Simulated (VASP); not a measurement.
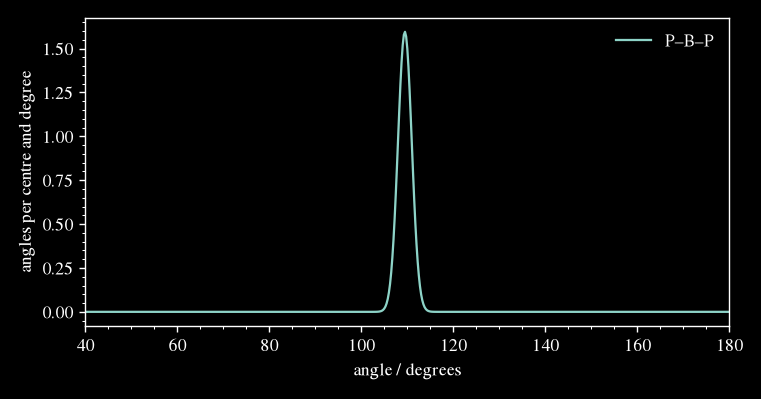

Bond-angle distributions computed from the structure of BP; each angle is a Gaussian of σ = 1.5°. Bonds counted: B–P up to 2.22 Å. Basis of the simulation: coordinates from a relaxation with VASP Kohn-Sham DFT of a periodic cell, MS2, VASP PAW PBE potentials, recommended (VASP).

Give the groups of angles for each curve.

Answer. P–B–P: 109° (6 per centre)

What coordination geometry do the angles point to, counting the bonds named above alone?

Answer. B has 4 P neighbours in a tetrahedral arrangement.

The structure has space group F-43m (No. 216); other forms of this composition would give other results.
